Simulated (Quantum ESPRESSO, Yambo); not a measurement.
# Beyond one shot: Sb (buckled honeycomb monolayer), part 2 of 2

Aim: iterate the self-energy on Sb (buckled honeycomb monolayer) and follow the gap from cycle to cycle.

Quantum ESPRESSO 7.5 and Yambo 5.3.0; PBE and many-body steps on it, plane waves. Known limits of the many-body steps: not at the basis limit; no spin-orbit coupling.

So far. Step 4 (G0W0): The gap on the mesh goes from 1.31 eV to 2.10 eV, a correction of +0.79 eV. Step 5 (evGW0, cycle 1): Against G0W0 in Yambo (6×6×1 mesh, 120 bands, screening to 108.8 eV, Godby-Needs plasmon pole), the gap moves by +0.138 eV.

## 6. evGW0, cycle 2

Level of this step: evGW0 on PBE, plane waves, norm-conserving pseudopotentials (Yambo).

The corrected levels of the last cycle go back in.

The input, gw3.in:

```
HF_and_locXC
gw0
dyson
ppa
em1d
rim_cut
rim_w
RandQpts= 3000000
RandGvec= 100 RL
CUTGeo= "slab z"
RandGvecW= 9 RL
EXXRLvcs= 88 Ry
VXCRLvcs= 352 Ry
Chimod= "HARTREE"
% BndsRnXp
 1 | 120 |
%
NGsBlkXp= 8 Ry
% LongDrXp
 1 | 1 | 0 |
%
% GbndRnge
 1 | 120 |
%
DysSolver= "n"
ExtendOut
PPAPntXp= 27.21138 eV
% QPkrange
 1 | 7 | 19 | 27 |
%
GfnQPdb= "E < ./gw2_fix/ndb.QP"
```

On the command line:

```console
$ OMP_NUM_THREADS=1 mpirun -n 4 yambo -F gw3.in -J gw3,gw1_W -C gw3 > gw3.log
```

Log:

```text
 Yambo, version 5.3.0

 [02] CORE Variables Setup
 =========================

  [... cell, symmetries and grids as in the set-up ...]

  [02.05] Energies & Occupations
  ==============================

  [X] === General ===
  [X] Electronic Temperature                        :  0.000000  0.000000 [eV K]
  [X] Bosonic    Temperature                        :  0.000000  0.000000 [eV K]
  [X] Finite Temperature mode                       : no
  [X] El. density                                   :  0.22273E+24 [cm-3]
[...]
Sx RL components                                 :  19465

  QP @ state[ 1 ] K range                          :   1   7
  QP @ state[ 1 ] b range                          :  19  27
  GF energies kind                                 : Perdew, Burke & Ernzerhof(X)+Perdew, Burke & Ernzerhof(C)+ E < ./gw1/ndb.QP + @E Fit+ E < ./gw2_fix/
  GF WF`s kind                                     : Perdew, Burke & Ernzerhof(X)+Perdew, Burke & Ernzerhof(C)
  Xs energies kind                                 : Perdew, Burke & Ernzerhof(X)+Perdew, Burke & Ernzerhof(C)
  Xs WF`s kind                                     : Perdew, Burke & Ernzerhof(X)+Perdew, Burke & Ernzerhof(C)

 [16] Game Over & Game summary
```

Run time: 15 min. Hardware: 4 MPI ranks of Arm Neoverse V1, shared host; peak memory 4.3 GiB.

This step gave:

* quasiparticle gap on the mesh: 2.259 eV
* gap of the density functional on the mesh: 1.314 eV
* k of the valence top: 0, 0, 0
* k of the conduction bottom: 0, 0.3333, 0
* least direct quasiparticle gap on the computed points: 2.810 eV

Against the cycle before, the gap moves by +0.022 eV.

The program's own table gives 2.466 eV, which is too large where the input levels are shifted: this version takes Σc at the unshifted level E₀, yet steps from the shifted one. The value above is the Newton step from E₀, E₀ + Z(Σc + Σx − Vxc), rebuilt from the printed columns.

## 7. evGW0, cycle 3

gw4.in, as its differences from gw3.in of step 6:

```diff
@@ -30,2 +30,2 @@
 %
-GfnQPdb= "E < ./gw2_fix/ndb.QP"
+GfnQPdb= "E < ./gw3_fix/ndb.QP"
```

On the command line:

```console
$ OMP_NUM_THREADS=1 mpirun -n 4 yambo -F gw4.in -J gw4,gw1_W -C gw4 > gw4.log
```

Log:

```text
 Yambo, version 5.3.0

 [02] CORE Variables Setup
 =========================

  [... cell, symmetries and grids as in the set-up ...]

  [02.05] Energies & Occupations
  ==============================

  [X] === General ===
  [X] Electronic Temperature                        :  0.000000  0.000000 [eV K]
  [X] Bosonic    Temperature                        :  0.000000  0.000000 [eV K]
  [X] Finite Temperature mode                       : no
  [X] El. density                                   :  0.22273E+24 [cm-3]
[...]
Sx RL components                                 :  19465

  QP @ state[ 1 ] K range                          :   1   7
  QP @ state[ 1 ] b range                          :  19  27
  GF energies kind                                 : Perdew, Burke & Ernzerhof(X)+Perdew, Burke & Ernzerhof(C)+ E < ./gw1/ndb.QP + @E Fit+ E < ./gw2_fix/
  GF WF`s kind                                     : Perdew, Burke & Ernzerhof(X)+Perdew, Burke & Ernzerhof(C)
  Xs energies kind                                 : Perdew, Burke & Ernzerhof(X)+Perdew, Burke & Ernzerhof(C)
  Xs WF`s kind                                     : Perdew, Burke & Ernzerhof(X)+Perdew, Burke & Ernzerhof(C)

 [16] Game Over & Game summary
```

Elapsed: 15 min, on 4 MPI ranks; peak memory 4.3 GiB; 62 min of CPU time.

Numbers from this step:

* quasiparticle gap on the mesh: 2.262 eV
* gap of the density functional on the mesh: 1.314 eV
* k of the valence top: 0, 0, 0
* k of the conduction bottom: 0, 0.3333, 0
* least direct quasiparticle gap on the computed points: 2.814 eV

Against the cycle before, the gap moves by +0.003 eV.

The program's own table gives 2.474 eV, which is too large where the input levels are shifted: this version takes Σc at the unshifted level E₀, yet steps from the shifted one. The value above is the Newton step from E₀, E₀ + Z(Σc + Σx − Vxc), rebuilt from the printed columns.

## 8. evGW, cycle 1

This step: evGW on PBE, plane waves, norm-conserving pseudopotentials.

gw5.in, as its differences from gw4.in of step 7:

```diff
@@ -30,2 +30,3 @@
 %
-GfnQPdb= "E < ./gw3_fix/ndb.QP"
+GfnQPdb= "E < ./gw1/ndb.QP"
+XfnQPdb= "E < ./gw1/ndb.QP"
```

On the command line:

```console
$ OMP_NUM_THREADS=1 mpirun -n 4 yambo -F gw5.in -J gw5 -C gw5 > gw5.log
```

Log:

```text
 Yambo, version 5.3.0

 [02] CORE Variables Setup
 =========================

  [... cell, symmetries and grids as in the set-up ...]

  [02.05] Energies & Occupations
  ==============================

  [X] === General ===
  [X] Electronic Temperature                        :  0.000000  0.000000 [eV K]
  [X] Bosonic    Temperature                        :  0.000000  0.000000 [eV K]
  [X] Finite Temperature mode                       : no
  [X] El. density                                   :  0.22273E+24 [cm-3]
[...]
Sx RL components                                 :  19465

  QP @ state[ 1 ] K range                          :   1   7
  QP @ state[ 1 ] b range                          :  19  27
  GF energies kind                                 : Perdew, Burke & Ernzerhof(X)+Perdew, Burke & Ernzerhof(C)+ E < ./gw1/ndb.QP + @E Fit
  GF WF`s kind                                     : Perdew, Burke & Ernzerhof(X)+Perdew, Burke & Ernzerhof(C)
  Xs energies kind                                 : Perdew, Burke & Ernzerhof(X)+Perdew, Burke & Ernzerhof(C)
  Xs WF`s kind                                     : Perdew, Burke & Ernzerhof(X)+Perdew, Burke & Ernzerhof(C)

 [18] Game Over & Game summary
```

Run time: 19 min. Hardware: 4 MPI ranks; peak memory 4.3 GiB; 77 min of CPU time.

Numbers from this step:

```
quasiparticle gap on the mesh                         : 2.390 eV
gap of the density functional on the mesh             : 1.314 eV
k of the valence top                                  : 0, 0, 0
k of the conduction bottom                            : 0, 0.3333, 0
least direct quasiparticle gap on the computed points : 2.934 eV
```

Against G0W0 in Yambo (6×6×1 mesh, 120 bands, screening to 108.8 eV, Godby-Needs plasmon pole), the gap moves by +0.291 eV.

The program's own table gives 2.549 eV, which is too large where the input levels are shifted: this version takes Σc at the unshifted level E₀, yet steps from the shifted one. The value above is the Newton step from E₀, E₀ + Z(Σc + Σx − Vxc), rebuilt from the printed columns.

## 9. evGW, cycle 2

gw6.in, as its differences from gw5.in of step 8:

```diff
@@ -30,3 +30,3 @@
 %
-GfnQPdb= "E < ./gw1/ndb.QP"
-XfnQPdb= "E < ./gw1/ndb.QP"
+GfnQPdb= "E < ./gw5_fix/ndb.QP"
+XfnQPdb= "E < ./gw5_fix/ndb.QP"
```

On the command line:

```console
$ OMP_NUM_THREADS=1 mpirun -n 4 yambo -F gw6.in -J gw6 -C gw6 > gw6.log
```

Log:

```text
 Yambo, version 5.3.0

 [02] CORE Variables Setup
 =========================

  [... cell, symmetries and grids as in the set-up ...]

  [02.05] Energies & Occupations
  ==============================

  [X] === General ===
  [X] Electronic Temperature                        :  0.000000  0.000000 [eV K]
  [X] Bosonic    Temperature                        :  0.000000  0.000000 [eV K]
  [X] Finite Temperature mode                       : no
  [X] El. density                                   :  0.22273E+24 [cm-3]
[...]
Sx RL components                                 :  19465

  QP @ state[ 1 ] K range                          :   1   7
  QP @ state[ 1 ] b range                          :  19  27
  GF energies kind                                 : Perdew, Burke & Ernzerhof(X)+Perdew, Burke & Ernzerhof(C)+ E < ./gw1/ndb.QP + @E Fit+ E < ./gw5_fix/
  GF WF`s kind                                     : Perdew, Burke & Ernzerhof(X)+Perdew, Burke & Ernzerhof(C)
  Xs energies kind                                 : Perdew, Burke & Ernzerhof(X)+Perdew, Burke & Ernzerhof(C)
  Xs WF`s kind                                     : Perdew, Burke & Ernzerhof(X)+Perdew, Burke & Ernzerhof(C)

 [18] Game Over & Game summary
```

It took 19 min on 4 MPI ranks; peak memory 4.3 GiB; 77 min of CPU time.

Numbers from this step:

| Property | Result |
| --- | --- |
| quasiparticle gap on the mesh | 2.478 eV |
| gap of the density functional on the mesh | 1.314 eV |
| k of the valence top | 0, 0, 0 |
| k of the conduction bottom | 0, 0.3333, 0 |
| least direct quasiparticle gap on the computed points | 3.024 eV |

Against the cycle before, the gap moves by +0.088 eV.

The program's own table gives 2.681 eV, which is too large where the input levels are shifted: this version takes Σc at the unshifted level E₀, yet steps from the shifted one. The value above is the Newton step from E₀, E₀ + Z(Σc + Σx − Vxc), rebuilt from the printed columns.

## 10. evGW, cycle 3

gw7.in, as its differences from gw6.in of step 9:

```diff
@@ -30,3 +30,3 @@
 %
-GfnQPdb= "E < ./gw5_fix/ndb.QP"
-XfnQPdb= "E < ./gw5_fix/ndb.QP"
+GfnQPdb= "E < ./gw6_fix/ndb.QP"
+XfnQPdb= "E < ./gw6_fix/ndb.QP"
```

On the command line:

```console
$ OMP_NUM_THREADS=1 mpirun -n 4 yambo -F gw7.in -J gw7 -C gw7 > gw7.log
```

Log:

```text
 Yambo, version 5.3.0

 [02] CORE Variables Setup
 =========================

  [... cell, symmetries and grids as in the set-up ...]

  [02.05] Energies & Occupations
  ==============================

  [X] === General ===
  [X] Electronic Temperature                        :  0.000000  0.000000 [eV K]
  [X] Bosonic    Temperature                        :  0.000000  0.000000 [eV K]
  [X] Finite Temperature mode                       : no
  [X] El. density                                   :  0.22273E+24 [cm-3]
[...]
Sx RL components                                 :  19465

  QP @ state[ 1 ] K range                          :   1   7
  QP @ state[ 1 ] b range                          :  19  27
  GF energies kind                                 : Perdew, Burke & Ernzerhof(X)+Perdew, Burke & Ernzerhof(C)+ E < ./gw1/ndb.QP + @E Fit+ E < ./gw5_fix/
  GF WF`s kind                                     : Perdew, Burke & Ernzerhof(X)+Perdew, Burke & Ernzerhof(C)
  Xs energies kind                                 : Perdew, Burke & Ernzerhof(X)+Perdew, Burke & Ernzerhof(C)
  Xs WF`s kind                                     : Perdew, Burke & Ernzerhof(X)+Perdew, Burke & Ernzerhof(C)

 [18] Game Over & Game summary
```

Run time: 19 min. Hardware: 4 MPI ranks; peak memory 4.6 GiB; 77 min of CPU time.

Numbers from this step:

```
quasiparticle gap on the mesh                         : 2.504 eV
gap of the density functional on the mesh             : 1.314 eV
k of the valence top                                  : 0, 0, 0
k of the conduction bottom                            : 0, 0.3333, 0
least direct quasiparticle gap on the computed points : 3.051 eV
```

Against the cycle before, the gap moves by +0.026 eV.

The program's own table gives 2.719 eV, which is too large where the input levels are shifted: this version takes Σc at the unshifted level E₀, yet steps from the shifted one. The value above is the Newton step from E₀, E₀ + Z(Σc + Σx − Vxc), rebuilt from the printed columns.

## 11. Side by side

Times are wall times on 4 MPI ranks of Arm Neoverse V1, shared host, good to a factor of about two.

```
           run   mesh  bands  screening cutoff (eV)  DFT gap (eV)  gap on the mesh (eV)  direct (eV)    time
          G0W0  6×6×1    120                  108.8         1.314                 2.099        2.609  19 min
evGW0, cycle 1  6×6×1    120                  108.8         1.314                 2.237        2.785  15 min
evGW0, cycle 2  6×6×1    120                  108.8         1.314                 2.259        2.810  15 min
evGW0, cycle 3  6×6×1    120                  108.8         1.314                 2.262        2.814  15 min
 evGW, cycle 1  6×6×1    120                  108.8         1.314                 2.390        2.934  19 min
 evGW, cycle 2  6×6×1    120                  108.8         1.314                 2.478        3.024  19 min
 evGW, cycle 3  6×6×1    120                  108.8         1.314                 2.504        3.051  19 min
```

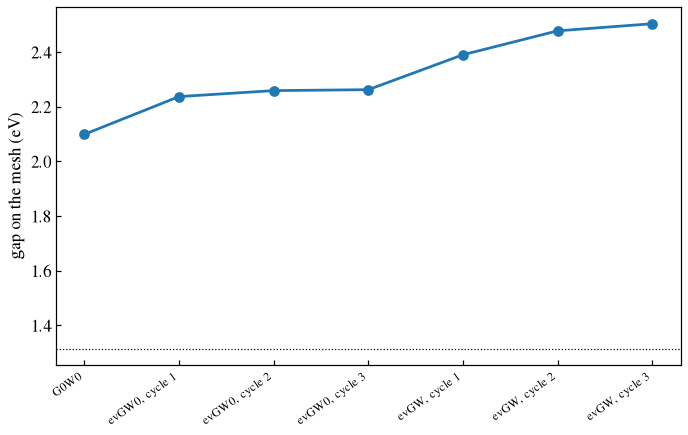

The gap through the cycles; the dotted line is the starting gap.

## 12. What came out

```
G0W0           : 2.099 eV
evGW0, cycle 1 : 2.237 eV
evGW0, cycle 2 : 2.259 eV
evGW0, cycle 3 : 2.262 eV
evGW, cycle 1  : 2.390 eV
evGW, cycle 2  : 2.478 eV
evGW, cycle 3  : 2.504 eV
known limits   : not at the basis limit; no spin-orbit coupling
```

**Reading.** evGW0 ends at 2.26 eV, +0.16 eV from G0W0, after 3 cycles that took 46 min beside the first screening; the last moved the gap by 0.003 eV. evGW ends at 2.50 eV, +0.40 eV from G0W0, after 3 cycles that took 58 min beside the first screening; the last moved the gap by 0.026 eV, so the loop had not settled. Against experiment, by evGW, cycle 3: the direct gap of 3.05 eV lies +0.84 eV from the measured 2.21 eV (exciton, 2020). An exciton line or allowed optical edge lies below the quasiparticle gap by the binding energy; a forbidden edge can push the onset above it. The computed sheet is free-standing; a substrate or cover screens it further and lowers both gap and binding, while the exciton line moves little. These are gaps on the mesh, at modest bands and cutoff. The calculation has static nuclei and no excitons; a measured gap holds zero-point and thermal motion, which mostly lowers it. Bands and cutoff are finite, so the gap is not at the basis limit. The miss can reach some tenths of an eV and take either sign; the mesh is an error of its own. The many-body steps are scalar-relativistic: spin-orbit coupling is not in them.

[Paths, hosts, dates, memory and timing lines, banners, echoed tables and standing remarks are left out of the program output.]

[Logs are printed without paths, hosts, clocks, repeated set-up lines and the standing remarks that a program may print on its own settings, such as how far it seeks lower states.]

[Runs of the session that timed out or met a known fault of the program may be left out.]

[Hosts, paths, dates, database ids (printed as entryN), source tags and the programs' standing remarks are cut or masked in the printed files.]
